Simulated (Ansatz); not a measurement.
**Band-structure calculation of CdS**

System: CdS (2 atoms in the cell).
Method: DFT, r2SCAN with spin-orbit coupling, plane waves, PAW (Ansatz 0.2.0).

The structure was built on a prototype by a generator. The geometry comes from this level: r2SCAN (a point of a series of strains). It belongs to a series of runs on one base structure; here: epitaxial_111 strain -1.0%.

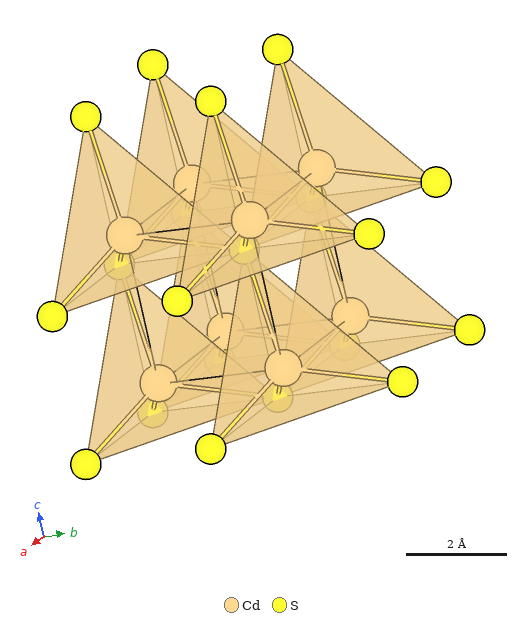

Fig. 1: The input geometry (polyhedral view of the reduced cell, seen slightly off an axis; polyhedra are completed across the faces of the cell). An atom can appear more than once, as a periodic image.

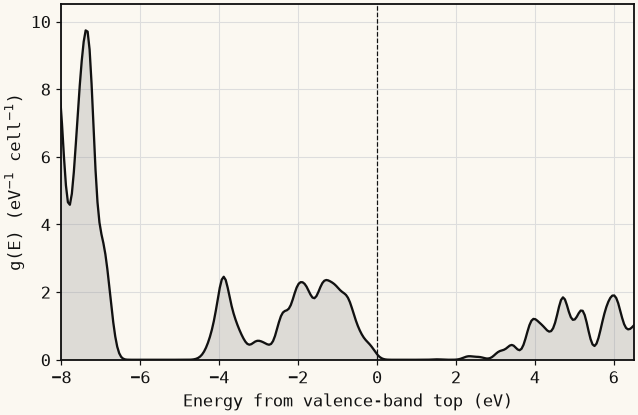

Fig. 2: Density of states (the curve is built from the levels of the k mesh with Gaussians 0.3 eV wide, which also blur the band edges), with energies from the valence-band top. There is a gap of 1.52 eV on the k-point mesh. Small ripples come from the finite k-point mesh.

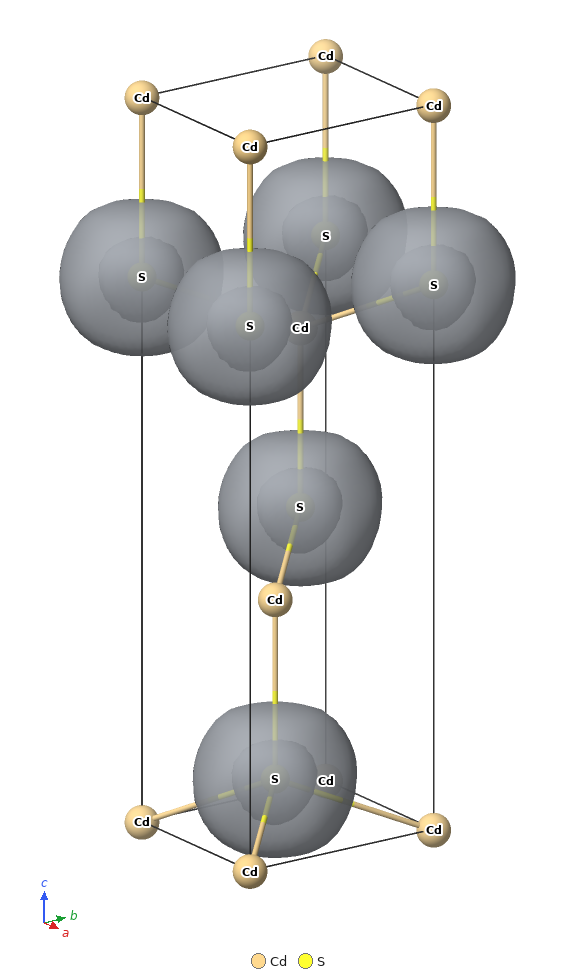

Fig. 3: Isosurface of the electron localisation function at 0.75 (grey), seen slightly off an axis. Only the valence region is drawn (cores and ρ < 0.01 e/Å³ removed). Sticks mark near contacts. The outline is the cell set on symmetry axes. Profiles from the grid: Cd–S (2.54 Å): the ELF is about 0.35 at the midpoint. In a PAW calculation such maps are meaningful between the atoms, not at the nuclei.

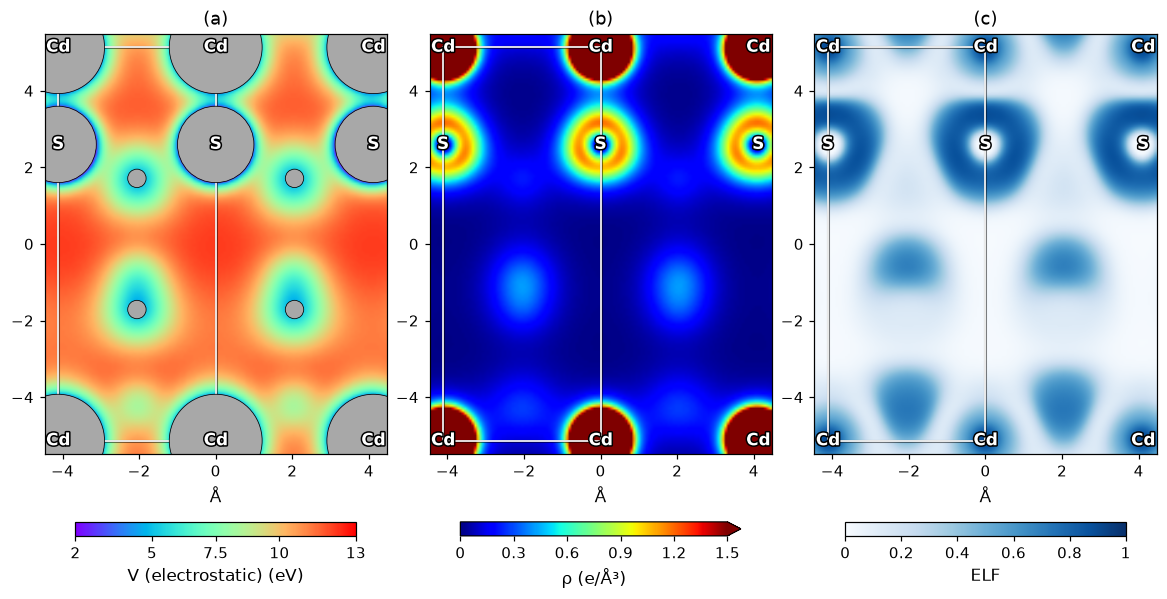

Fig. 4: (a) electrostatic potential (local pseudopotential plus Hartree) felt by an electron; (b) valence electron density; (c) electron localisation function on the (100) plane of the conventional cell. Grey discs, where drawn, cover atomic cores. Atoms in the plane: Cd and S. Cd–S (2.54 Å): ρ is about 0.41 e/Å³ halfway; the ELF is about 0.35 at the midpoint. Away from the nuclei the density in this plane falls to 0.01 e/Å³ at its lowest. The strong features right at Cd lie inside the PAW spheres (semicore, d or f shells) and say nothing about bonding. Outside the cores the potential energy rises away from the atoms and is highest about 2.5 Å from the nearest atoms; outside the discs it spans about 10 eV, and its zero is arbitrary.

These pictures come from the run below.

## Input
```yaml
crystal:
  lattice:
    - [0.03734065, 2.9471633446, 2.9471633446]
    - [2.9471633446, 0.03734065, 2.9471633446]
    - [2.9471633446, 2.9471633446, 0.03734065]
  atoms:
    - { symbol: Cd, position: [0.001442821, 0.001442821, 0.001442821] }
    - { symbol: S, position: [0.248557179, 0.248557179, 0.248557179] }
kpoints:
  mp_grid: { grid: [8, 8, 8] }
  band_path:
    path:
      - [0.0, 0.0, 0.0]
      - [-0.5, -0.5, 0.0]
      - [-0.375, -0.375, 0.25]
      - [-0.375, 0.0, 0.375]
      - [0.0, 0.0, 0.5]
      - [-0.5, -0.25, 0.25]
    npoints: 1
hamiltonian:
  xc: r2scan
scf:
  occupations: { method: fermi_dirac, width: 0.02 }
  n_extra_bands: 8
magnetization:
  noncollinear: true
  spin_orbit: true
output:
  forces: true
  stress: true
  eigenvalues: true
  write_density: true
  write_potential: true
  elf: true
  volumetric_format: npy
```

## Log
```
scf.n_extra_bands = 8 over 26 filled bands (N_el = 26.0): the run solves 34 bands
Engine: ansatz 0.2.0, x86_64-unknown-linux-gnu
Pseudopotentials: kind: paw_fr
Pseudopotential: Cd, paw_fr, valence charge 20, recommended cutoff 500 eV (meta_gga), Cd.paw.azcp#standard-fr
Pseudopotential: S, paw_fr, valence charge 6, recommended cutoff 500 eV (meta_gga), S.paw.azcp#standard-fr
Functional definition: r2SCAN
  parameter k0 = 0.174
  parameter k1 = 0.065
  parameter a1 = 4.9479
  exchange = r2scan_x(k0 = k0, k1 = k1, a1 = a1)
  correlation = r2scan_c
non-collinear run that drives no moment, with spin-orbit: no starting moment large enough to seed its density (crystal.atoms[].spin), no starting occupations that ask for one, no magnetisation constraint and no magnetic field, so the semilocal B_xc is pinned to zero
Crystal: 2 atoms, lattice volume = 50.224 Å³
Basis set: ecut = 500 eV, 1267 PW (Γ), exchange–correlation on 128×128×128 points (64 copies of the dense FFT grid, shifted against one another)
Bands: 34, of which v1, the nominal top of the filled ones, is band 26 counted from 1 (25 counted from 0)
Symmetry: 6 space group operations + 6 with time reversal
Magnetic group: BNS 160.66 (UNI 1296), of the structure as read, at distance tolerance 3.7e-5 Å
k-points: 65 of 512 (time reversal used)
Projection manifold: j_resolved (fully-relativistic pseudo-atomic orbitals)
Non-local potential: Cd, projectors of the file, l = 0: 3, l = 1: 4, l = 2: 4, l = 3: 2
Non-local potential: S, projectors of the file, l = 0: 2, l = 1: 4, l = 2: 4
PAW form: soft (Blöchl's): semilocal exchange-correlation on the pseudo side does not see the compensation charge
PAW frozen core: Cd, regenerated for the run's functional (the file was generated under x = pbe(κ = 0.804, μ = 0.2195149727645171), c = pbe(β = 0.06672455060314922))
PAW frozen core: S, regenerated for the run's functional (the file was generated under x = pbe(κ = 0.804, μ = 0.2195149727645171), c = pbe(β = 0.06672455060314922))
PAW one-centre angular grid: Cd, 590 points (default); XC on 224 Gauss nodes
PAW one-centre angular grid: S, 302 points (default); XC on 160 Gauss nodes
Initial density: superposition of atomic densities (chi_scale 0.1, normalization cell, long waves kept (reshape's long-wave potential 0.00 eV rms))
Initial wavefunctions: pseudopotential atomic-orbital guess
Functional: x = r2scan, c = r2scan; τ floored in thin density (d = 2e-4 eV/Å³)
iter 1 solved again at ethr=1.57e-3 eV; its pass at ethr=3.10e-3 eV (dr2=4.08e-1 eV) is discarded
SCF iter   1: F=—  HF=-9167.224177 eV  |F-HF|=—  |Δ(HF+E_count)|=         —  Δρ=3.17e-2  dr2=3.98e-1  dr2_τ=3.97e-3  dr2_m=0.00e0 (ungated)  ethr=1.57e-3  |M|=0.00e0 ∫|m|=0.00e0 μB  |m|>n=0.0e0 m-floor=0.0e0 τ_xc=0.0e0  β_m=0.30  ⟨swp⟩=1.2  Hψ=14900  notcnv=0
preconditioner: auto → none  [insulator: Δε(μ)=1.622 eV  Ē_g=13.255 eV  σ=0.020 eV  W_gap=1.00  n_scr=14 (ndim 8)  ℏωp=22.2 eV  f_vac=0.074  D(μ)=0.00/eV (n_scr^D=0)  ε∞_Penn≈3.8]
SCF iter   2: F=—  HF=-9167.206799 eV  |F-HF|=—  |Δ(HF+E_count)|=   1.74e-2  Δρ=1.89e-2  dr2=1.14e-1  dr2_τ=3.35e-3  dr2_m=0.00e0 (ungated)  ethr=1.53e-3  |M|=0.00e0 ∫|m|=0.00e0 μB  |m|>n=0.0e0 m-floor=0.0e0 τ_xc=0.0e0  β_m=0.46  ⟨swp⟩=3.0  Hψ=3902  notcnv=0
SCF iter   3: F=—  HF=-9167.231863 eV  |F-HF|=—  |Δ(HF+E_count)|=   2.51e-2  Δρ=6.21e-3  dr2=9.07e-3  dr2_τ=1.40e-4  dr2_m=0.00e0 (ungated)  ethr=4.39e-4  |M|=0.00e0 ∫|m|=0.00e0 μB  |m|>n=0.0e0 m-floor=0.0e0 τ_xc=0.0e0  β_m=0.59  ⟨swp⟩=3.0  Hψ=3800  notcnv=0  defer=162
SCF iter   4: F=—  HF=-9167.235376 eV  |F-HF|=—  |Δ(HF+E_count)|=   3.51e-3  Δρ=6.74e-4  dr2=1.52e-4  dr2_τ=2.90e-6  dr2_m=0.00e0 (ungated)  ethr=3.49e-5  |M|=0.00e0 ∫|m|=0.00e0 μB  |m|>n=0.0e0 m-floor=0.0e0 τ_xc=0.0e0  β_m=0.55  ⟨swp⟩=3.1  Hψ=4136  notcnv=0  defer=210
SCF iter   5: F=—  HF=-9167.235420 eV  |F-HF|=—  |Δ(HF+E_count)|=   4.38e-5  Δρ=1.85e-4  dr2=1.13e-5  dr2_τ=3.02e-7  dr2_m=0.00e0 (ungated)  ethr=5.83e-7  |M|=0.00e0 ∫|m|=0.00e0 μB  |m|>n=0.0e0 m-floor=0.0e0 τ_xc=0.0e0  β_m=0.69  ⟨swp⟩=2.5  Hψ=3703  notcnv=0  defer=210
SCF iter   6: F=—  HF=-9167.236024 eV  |F-HF|=—  |Δ(HF+E_count)|=   6.05e-4  Δρ=5.01e-5  dr2=1.27e-6  dr2_τ=2.56e-8  dr2_m=0.00e0 (ungated)  ethr=4.34e-8  |M|=0.00e0 ∫|m|=0.00e0 μB  |m|>n=0.0e0 m-floor=0.0e0 τ_xc=0.0e0  β_m=0.79  ⟨swp⟩=2.0  Hψ=3162  notcnv=0  defer=210
SCF iter   7: F=-9167.236024 eV  HF=-9167.236024 eV  |F-HF|=7.06e-9  |Δ(HF+E_count)|=   4.05e-8  Δρ=6.96e-6  dr2=2.25e-8  dr2_τ=5.96e-10  dr2_m=0.00e0 (ungated)  ethr=3.85e-10  |M|=0.00e0 ∫|m|=0.00e0 μB  |m|>n=0.0e0 m-floor=0.0e0 τ_xc=0.0e0  ⟨swp⟩=10.7  Hψ=14803  notcnv=0
SCF 1 converged in 7 iterations: F = -9167.236024 eV  dr2 = 2.25e-8
  greatest PAW one-centre occupation: 1.001 electrons in one spin orbital (limit 2), on the Cd atom at site 0 (counted from 0), in its partial waves of l = 0
NSCF: frozen V_eff on 6 k-points
SCF converged after 7 iterations
Magnetization: |M| = 0.0000 μB,  M = (+0.0000, +0.0000, +0.0000) μB
Absolute magnetization: 0.0000 μB (∫|m|)
  site 0: m = (+0.0000, +0.0000, +0.0000) μB, |m| = 0.0000 μB  (R = 1.05 Å)
  site 1: m = (+0.0000, +0.0000, +0.0000) μB, |m| = 0.0000 μB  (R = 1.05 Å)
Free energy (F): -9167.236024 eV
Harris-Foulkes:  -9167.236024 eV  (|F-HF|=7.06e-9)
Internal energy: -9167.236024 eV  (E = F + TS)
E sigma→0 (E₀):  -9167.236024 eV
Fermi energy:    7.276707 eV
--- Per-component energies (eV) ---
  E_band       = -538.381183
  E_kinetic    = 612.083443
  E_local      = -4031.311450  (includes V_loc(G=0)·N_el)
  E_nonlocal   = 61.271550
  E_hartree    = 1851.930478
  E_xc         = -260.088883
  E_vxc        = -340.410013  (∫ρ·V_xc dr)
  E_paw        = -4706.367011  (= ΣΔE_a)
  E_vpaw       = -565.614680  (= ΣTr[D̂ρ^β])
  E_aug_tail   = 0.000007  (compensation charges beyond the density's cutoff)
  E_vtau       = 21.741445  (kinetic-family band-sum trace: ∫τ·v_τ [+ j·A + Jᵃ·Aᵃ] dr)
  E_ewald      = -2694.079277
  E_core_change = -0.674880  (= ΣΔE_core)
  E_smearing   = -0.000000  (= −TS)
  E_closure    = 0.000000  (closes the sum)
  Σ components = -9167.236024   (vs F -9167.236024, Δ=0.00e0)
--- Forces (eV/Å), atoms counted from 1 ---
  atom   1  Cd    -0.00116426    -0.00116426    -0.00116426
  atom   2  S      0.00114957     0.00114957     0.00114957
  max |Σ_I F_I| component: 1.47e-5 eV/Å
--- Stress (GPa, compression-positive) ---
        0.596634      -0.325907      -0.325907
       -0.325907       0.596634      -0.325907
       -0.325907      -0.325907       0.596634
  P = ⅓ Tr σ = 0.5966 GPa (5.966 kbar)
--- Band table (eV; the first three rows and the last of 65) ---
  k-point 0: bands = ["-97.5451", "-97.5451", "-61.6947", "-61.6947", "-55.9725", "-55.9725", "-55.9712", "-55.9712", "-6.3144", "-6.3144", "-1.7438", "-1.7438", "-1.7355", "-1.7355", "-1.2376", "-1.2376", "-0.8559", "-0.8559", "-0.8554", "-0.8554", "6.4144", "6.4144", "6.4885", "6.4885", "6.5125", "6.5125", "8.0352", "8.0352", "13.2303", "13.2303", "13.6224", "13.6224", "13.7482", "13.7482"]
  k-point 1: bands = ["-97.5451", "-97.5451", "-61.6948", "-61.6948", "-55.9726", "-55.9726", "-55.9713", "-55.9713", "-6.2530", "-6.2527", "-1.7467", "-1.7154", "-1.6941", "-1.6872", "-1.2077", "-1.1990", "-0.8656", "-0.8589", "-0.8573", "-0.8211", "5.5237", "5.5238", "6.2992", "6.3060", "6.3738", "6.3898", "8.8225", "8.8250", "13.1863", "13.2043", "13.6071", "13.6251", "13.8748", "13.8757"]
  k-point 2: bands = ["-97.5451", "-97.5451", "-61.6948", "-61.6948", "-55.9728", "-55.9728", "-55.9713", "-55.9713", "-6.1039", "-6.1034", "-1.7314", "-1.6842", "-1.5595", "-1.5437", "-1.1239", "-1.1116", "-0.8397", "-0.8325", "-0.8254", "-0.7752", "4.0403", "4.0421", "6.0180", "6.0270", "6.1010", "6.1234", "9.6525", "9.6540", "13.1718", "13.1910", "13.8809", "13.8992", "14.1276", "14.1286"]
  k-point 64: bands = ["-97.5451", "-97.5451", "-61.6949", "-61.6949", "-55.9727", "-55.9727", "-55.9717", "-55.9717", "-5.9073", "-5.9073", "-1.6813", "-1.6813", "-1.3146", "-1.3146", "-1.0581", "-1.0581", "-0.7462", "-0.7462", "-0.4650", "-0.4650", "2.0438", "2.0438", "5.7472", "5.7472", "5.7875", "5.7875", "10.0559", "10.0559", "13.9599", "13.9599", "14.1292", "14.1292", "14.2520", "14.2520"]
```

## File rho_z.tsv
```
# z_ang	rho[e/angstrom^3]	m_x[e/angstrom^3]	m_y[e/angstrom^3]	m_z[e/angstrom^3]	m_norm[e/angstrom^3]
# format = ansatz-planar-average/11
# lattice	0.037340650	2.947163345	2.947163345
# lattice	2.947163345	0.037340650	2.947163345
# lattice	2.947163345	2.947163345	0.037340650
# sites	2
# site	48	0.008558334	0.008558334	0.008558334
# site	16	1.474358501	1.474358501	1.474358501
0.000000	1.506530e0	0.000000e0	0.000000e0	0.000000e0	0.000000e0
0.130253	1.483733e0	0.000000e0	0.000000e0	0.000000e0	0.000000e0
0.260505	1.355361e0	0.000000e0	0.000000e0	0.000000e0	0.000000e0
0.390758	1.157573e0	0.000000e0	0.000000e0	0.000000e0	0.000000e0
0.521011	9.363474e-1	0.000000e0	0.000000e0	0.000000e0	0.000000e0
0.651263	7.316679e-1	0.000000e0	0.000000e0	0.000000e0	0.000000e0
0.781516	5.679100e-1	0.000000e0	0.000000e0	0.000000e0	0.000000e0
0.911769	4.520591e-1	0.000000e0	0.000000e0	0.000000e0	0.000000e0
1.042021	3.778940e-1	0.000000e0	0.000000e0	0.000000e0	0.000000e0
1.172274	3.328234e-1	0.000000e0	0.000000e0	0.000000e0	0.000000e0
1.302527	3.039078e-1	0.000000e0	0.000000e0	0.000000e0	0.000000e0
1.432779	2.810079e-1	0.000000e0	0.000000e0	0.000000e0	0.000000e0
1.563032	2.574770e-1	0.000000e0	0.000000e0	0.000000e0	0.000000e0
1.693285	2.302101e-1	0.000000e0	0.000000e0	0.000000e0	0.000000e0
1.823537	1.995351e-1	0.000000e0	0.000000e0	0.000000e0	0.000000e0
1.953790	1.681111e-1	0.000000e0	0.000000e0	0.000000e0	0.000000e0
2.084043	1.390873e-1	0.000000e0	0.000000e0	0.000000e0	0.000000e0
2.214295	1.147112e-1	0.000000e0	0.000000e0	0.000000e0	0.000000e0
2.344548	9.593259e-2	0.000000e0	0.000000e0	0.000000e0	0.000000e0
2.474801	8.281698e-2	0.000000e0	0.000000e0	0.000000e0	0.000000e0
2.605054	7.531747e-2	0.000000e0	0.000000e0	0.000000e0	0.000000e0
2.735306	7.396935e-2	0.000000e0	0.000000e0	0.000000e0	0.000000e0
2.865559	8.038258e-2	0.000000e0	0.000000e0	0.000000e0	0.000000e0
2.995812	9.816517e-2	0.000000e0	0.000000e0	0.000000e0	0.000000e0
3.126064	1.348283e-1	0.000000e0	0.000000e0	0.000000e0	0.000000e0
3.256317	2.029751e-1	0.000000e0	0.000000e0	0.000000e0	0.000000e0
3.386570	3.176645e-1	0.000000e0	0.000000e0	0.000000e0	0.000000e0
3.516822	4.892181e-1	0.000000e0	0.000000e0	0.000000e0	0.000000e0
3.647075	7.145165e-1	0.000000e0	0.000000e0	0.000000e0	0.000000e0
3.777328	9.714689e-1	0.000000e0	0.000000e0	0.000000e0	0.000000e0
3.907580	1.220229e0	0.000000e0	0.000000e0	0.000000e0	0.000000e0
4.037833	1.412409e0	0.000000e0	0.000000e0	0.000000e0	0.000000e0
```

## File v_z.tsv
```
# z_ang	v_es[eV]	v_tot[eV]	b_x[eV]	b_y[eV]	b_z[eV]
# format = ansatz-planar-average/11
# xc	r2scan
# density_cutoff_ev	2000
# datasets	Cd=:simpson_from_first_knot:soft:shift=0	S=:simpson_from_first_knot:soft:shift=0
# lattice	0.037340650	2.947163345	2.947163345
# lattice	2.947163345	0.037340650	2.947163345
# lattice	2.947163345	2.947163345	0.037340650
# sites	2
# site	48	0.008558334	0.008558334	0.008558334
# site	16	1.474358501	1.474358501	1.474358501
0.000000	2.546427e0	-9.927723e0	0.000000e0	0.000000e0	0.000000e0
0.130253	1.852207e0	-1.095281e1	0.000000e0	0.000000e0	0.000000e0
0.260505	1.136535e0	-1.183150e1	0.000000e0	0.000000e0	0.000000e0
0.390758	5.356420e-1	-1.245589e1	0.000000e0	0.000000e0	0.000000e0
0.521011	2.059904e-1	-1.265974e1	0.000000e0	0.000000e0	0.000000e0
0.651263	2.270343e-1	-1.240086e1	0.000000e0	0.000000e0	0.000000e0
0.781516	5.789677e-1	-1.178114e1	0.000000e0	0.000000e0	0.000000e0
0.911769	1.186560e0	-1.082427e1	0.000000e0	0.000000e0	0.000000e0
1.042021	1.962774e0	-9.600553e0	0.000000e0	0.000000e0	0.000000e0
1.172274	2.816310e0	-8.263505e0	0.000000e0	0.000000e0	0.000000e0
1.302527	3.675539e0	-6.892155e0	0.000000e0	0.000000e0	0.000000e0
1.432779	4.550387e0	-5.507305e0	0.000000e0	0.000000e0	0.000000e0
1.563032	5.545990e0	-4.018302e0	0.000000e0	0.000000e0	0.000000e0
1.693285	6.711947e0	-2.341994e0	0.000000e0	0.000000e0	0.000000e0
1.823537	7.948085e0	-5.856519e-1	0.000000e0	0.000000e0	0.000000e0
1.953790	9.067039e0	1.051422e0	0.000000e0	0.000000e0	0.000000e0
2.084043	9.907617e0	2.395261e0	0.000000e0	0.000000e0	0.000000e0
2.214295	1.042322e1	3.354806e0	0.000000e0	0.000000e0	0.000000e0
2.344548	1.067475e1	3.959698e0	0.000000e0	0.000000e0	0.000000e0
2.474801	1.073128e1	4.292303e0	0.000000e0	0.000000e0	0.000000e0
2.605054	1.062017e1	4.353867e0	0.000000e0	0.000000e0	0.000000e0
2.735306	1.035657e1	4.089386e0	0.000000e0	0.000000e0	0.000000e0
2.865559	9.915242e0	3.563567e0	0.000000e0	0.000000e0	0.000000e0
2.995812	9.262063e0	2.817587e0	0.000000e0	0.000000e0	0.000000e0
3.126064	8.442133e0	1.698785e0	0.000000e0	0.000000e0	0.000000e0
3.256317	7.554963e0	2.100933e-1	0.000000e0	0.000000e0	0.000000e0
3.386570	6.685513e0	-1.440820e0	0.000000e0	0.000000e0	0.000000e0
3.516822	5.875860e0	-3.136934e0	0.000000e0	0.000000e0	0.000000e0
3.647075	5.130523e0	-4.774286e0	0.000000e0	0.000000e0	0.000000e0
3.777328	4.438932e0	-6.271847e0	0.000000e0	0.000000e0	0.000000e0
3.907580	3.790898e0	-7.630195e0	0.000000e0	0.000000e0	0.000000e0
4.037833	3.176506e0	-8.831708e0	0.000000e0	0.000000e0	0.000000e0
```

## Results in brief

```csv
quantity,value
outcome,converged
space group (tolerance 0.01 Å),R3m (160)
electrons treated,26
free energy,−9167.2360 eV
Fermi energy,7.277 eV
gap on the k-point mesh,1.52 eV
net moment of the cell,0.00 μB
integrated absolute moment,0.00 μB
pressure,0.60 GPa
largest force (length of the vector),0.002 eV/Å
hardware,"1 × NVIDIA H100 80GB HBM3, 2 threads of AMD EPYC (Zen 3), 288 GiB of memory available, shared host"
wall time,22 s (CPU time 37 s)
peak memory,1.4 GiB
```
